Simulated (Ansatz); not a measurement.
**A series of single points on KBr**

System: KBr (2 atoms in the cell).
Method: DFT r2SCAN, scalar-relativistic, plane waves, PAW, no spin polarisation (Ansatz 0.2.0).

The 5 runs differ only in the geometry, by a strain of the cell at fixed fractional positions. Against run 3, the strain is εzz = η. The structure derives from an entry of the Crystallography Open Database.

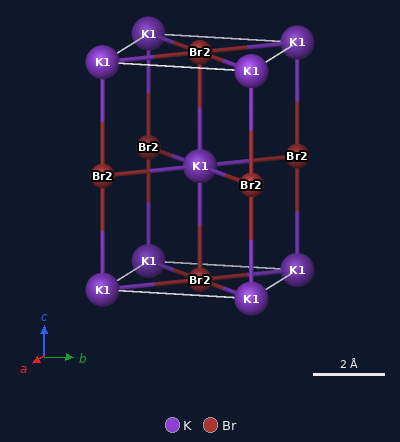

Figure 1. The structure of run 3 (ball-and-stick view of the cell 2 times as large as that of the calculation, set on its symmetry axes, seen slightly off an axis; atoms are numbered from 1 in the order of the input).

## Input of run 3
```yaml
crystal:
  lattice:
    - [0.0, 3.127875, 3.2925]
    - [3.127875, 0.0, 3.2925]
    - [3.127875, 3.127875, 0.0]
  atoms:
    - { symbol: K, position: [0.0, 0.0, 0.0] }
    - { symbol: Br, position: [0.5, 0.5, 0.5] }
basis:
  ecutwfc: 500
kpoints:
  mp_grid: { grid: [6, 6, 6] }
hamiltonian:
  xc: r2scan
scf:
  occupations: { method: gaussian, width: 0.05 }
output:
  forces: true
  stress: true
  eigenvalues: true
```

Command:
```bash
ansatz run input.yaml --threads 1 --pin off --max-ram 1228MiB --backend cpu --events-out ev --progress --plain --runs-dir out
```

Run 4 differs from it as follows:
```diff
-    - [0.0, 3.127875, 3.2925]
-    - [3.127875, 0.0, 3.2925]
+    - [0.0, 3.127875, 3.3748125]
+    - [3.127875, 0.0, 3.3748125]
```

## Results, with one run withheld

| run | strain parameter η (%) | free energy per atom, from the lowest run given (meV) | pressure (GPa) | gap on the mesh (eV) |
| --- | --- | --- | --- | --- |
| 1 | −5.0000 | 21.53 | 3.94 | 5.59 |
| 2 | −2.5000 | 6.72 | 3.16 | 5.48 |
| 3 | 0.0000 | 0.00 | 2.57 | 5.38 |
| 4 | 2.5000 | ? | ? | ? |
| 5 | 5.0000 | 2.30 | 1.77 | 5.18 |

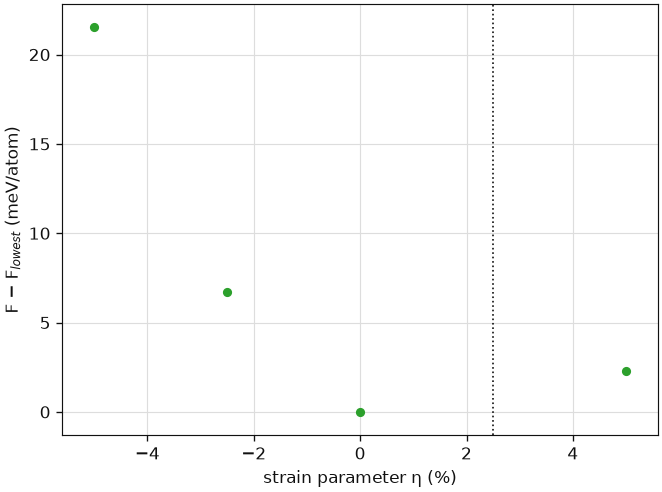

Figure 2. Free energy per atom of the runs given; the dotted line marks run 4.

Fit the runs given and predict run 4.

A quadratic polynomial in the coordinate, fitted to the 4 runs given, misses them by at most 0.62 meV per atom. With x = η + 0.6250, it reads F = 0.90945 − 2.5071 x + 0.49211 x² (meV per atom). At run 4 it gives −2.12 meV per atom, and the run itself gives −0.90. The fit has its minimum at η = 1.9223 %. So low a polynomial doesn't follow these energies more closely. The gap on the mesh goes, without turning, from 5.59 eV in run 1 to 5.18 eV in run 5; run 4 has 5.28 eV. These are gaps of this functional on this mesh, which can miss the band edges; they aren't the measured gap.

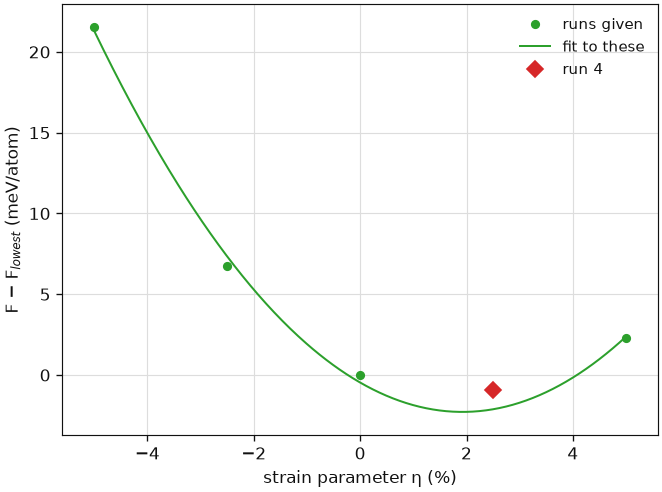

Figure 3. The fit and the withheld run.

## Output, shortened to warnings, some set-up lines, iterations and results (run 4)
```
Basis set: ecut = 500 eV, 1681 PW (Γ), exchange–correlation on 144×144×144 points (64 copies of the dense FFT grid, shifted against one another)
Symmetry: 16 space group operations
k-points: 30 of 216
Initial density: superposition of atomic densities (neutral atoms: chi_scale 0, normalization atom), corrected by the library's trained network
[...]
SCF iter   1: F=—  HF=-4339.228166 eV  |F-HF|=—  |Δ(HF+E_count)|=         —  Δρ=2.60e-3  dr2=3.43e-3  dr2_τ=2.96e-3  ethr=1.77e-3  ⟨swp⟩=6.8  Hψ=2491  notcnv=0
SCF iter   2: F=—  HF=-4339.243446 eV  |F-HF|=—  |Δ(HF+E_count)|=   1.53e-2  Δρ=1.10e-3  dr2=2.83e-4  dr2_τ=6.20e-5  ethr=2.14e-5  ⟨swp⟩=2.0  Hψ=942  notcnv=0
SCF iter   3: F=—  HF=-4339.243539 eV  |F-HF|=—  |Δ(HF+E_count)|=   9.26e-5  Δρ=4.53e-4  dr2=4.27e-5  dr2_τ=5.18e-6  ethr=1.77e-6  ⟨swp⟩=2.3  Hψ=574  notcnv=0
SCF iter   4: F=—  HF=-4339.243569 eV  |F-HF|=—  |Δ(HF+E_count)|=   3.03e-5  Δρ=5.80e-5  dr2=7.30e-7  dr2_τ=5.43e-7  ethr=2.67e-7  ⟨swp⟩=2.0  Hψ=598  notcnv=0
SCF iter   5: F=-4339.243570 eV  HF=-4339.243570 eV  |F-HF|=1.80e-8  |Δ(HF+E_count)|=   1.12e-6  Δρ=5.80e-6  dr2=9.30e-9  dr2_τ=2.68e-9  ethr=4.56e-9  ⟨swp⟩=2.0  Hψ=540  …
SCF iter   6: F=-4339.243570 eV  HF=-4339.243570 eV  |F-HF|=4.55e-12  |Δ(HF+E_count)|=   2.08e-8  Δρ=4.96e-7  dr2=1.36e-10  dr2_τ=3.40e-11  ethr=5.81e-11  ⟨swp⟩=2.0  Hψ=1323  …
SCF 1 converged in 6 iterations: F = -4339.243570 eV  dr2 = 1.36e-10
SCF converged after 6 iterations
Free energy (F): -4339.243570 eV
Harris-Foulkes:  -4339.243570 eV  (|F-HF|=4.55e-12)
Internal energy: -4339.243570 eV  (E = F + TS)
E sigma→0 (E₀):  -4339.243570 eV
Fermi energy:    3.937974 eV
--- Per-component energies (eV) ---
  E_band       = -134.076701
  E_kinetic    = 390.259512
  E_local      = -807.031366  (includes V_loc(G=0)·N_el)
  E_nonlocal   = 82.647254
  E_hartree    = 260.882513
  E_xc         = -386.285352
  E_vxc        = -302.923113  (∫ρ·V_xc dr)
  E_paw        = -3058.043967  (= ΣΔE_a)
  E_vpaw       = -35.770704  (= ΣTr[D̂ρ^β])
  E_aug_tail   = -0.000002  (compensation charges beyond the density's cutoff)
  E_vtau       = 16.976452  (kinetic-family band-sum trace: ∫τ·v_τ [+ j·A + Jᵃ·Aᵃ] dr)
  E_ewald      = -821.317783
  E_core_change = -0.354379  (= ΣΔE_core)
  E_smearing   = -0.000000  (= −TS)
  E_closure    = 0.000000  (closes the sum)
  Σ components = -4339.243570   (vs F -4339.243570, Δ=0.00e0)
--- Forces (eV/Å), atoms counted from 1 ---
  atom   1  K     -0.00000000     0.00000000     0.00000000
  atom   2  Br     0.00000000    -0.00000000     0.00000000
  max |Σ_I F_I| component: 4.34e-30 eV/Å
--- Stress (GPa, compression-positive) ---
        3.313670       0.000000       0.000000
        0.000000       3.313670       0.000000
        0.000000       0.000000      -0.277517
  P = ⅓ Tr σ = 2.1166 GPa (21.166 kbar)
```
